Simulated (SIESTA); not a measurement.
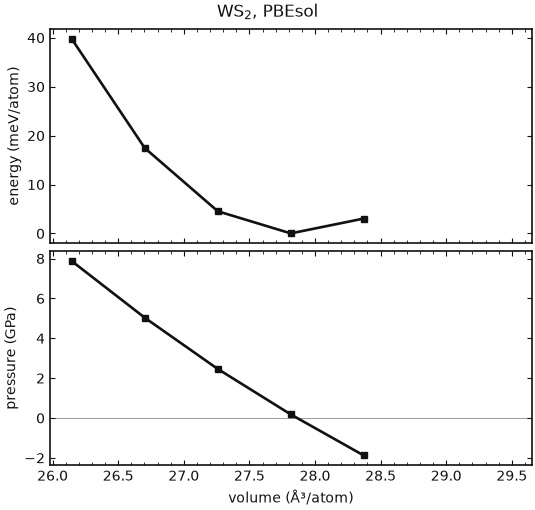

The figure shows the energy and pressure against volume for WS₂, space group P3m1 (No. 156).

The given structure:
```yaml
crystal:
  lattice:
    - [3.18295, 0.00000, 0.00000]
    - [-1.59148, 2.75652, 0.00000]
    - [0.00000, 0.00000, 28.53222]
  atoms:
    - { symbol: W, position: [0.66667, 0.33333, 0.43436] }
    - { symbol: W, position: [0.66667, 0.33333, 0.88553] }
    - { symbol: W, position: [0.00000, 0.00000, 0.65929] }
    - { symbol: S, position: [0.66667, 0.33333, 0.60463] }
    - { symbol: S, position: [0.00000, 0.00000, 0.37971] }
    - { symbol: S, position: [0.00000, 0.00000, 0.83085] }
    - { symbol: S, position: [0.66667, 0.33333, 0.71395] }
    - { symbol: S, position: [0.00000, 0.00000, 0.48903] }
    - { symbol: S, position: [0.00000, 0.00000, 0.94019] }
```

Calculation (SIESTA 5.4.2): DFT in numerical atomic orbitals with pseudopotentials, no spin polarisation; energies at scaled volumes of the given cell, shape and fractions fixed, counted from the fit's minimum, third-order Birch-Murnaghan fit. Level: PBEsol.

```tsv
setting	value
k mesh	8×8×1
occupations	Fermi–Dirac
smearing width	0.05 eV
potentials	PseudoDojo 0.4 standard, converted to PSML, two zetas on semicore shells
program settings	basis DZP, mesh cutoff 800 Ry
```

The points at volume 28.93 Å³/atom and 29.48 Å³/atom are left out of the plot. What values does the calculation give there?

```csv
volume (Å³/atom),energy (meV/atom),pressure (GPa)
28.93,12.91,-3.74
29.48,28.83,-5.40
```

Note: mulliken charges of long orbitals; short basis over semicore shells; shape and atomic fractions are frozen while scaling, which makes layered, chain and framework solids too stiff.
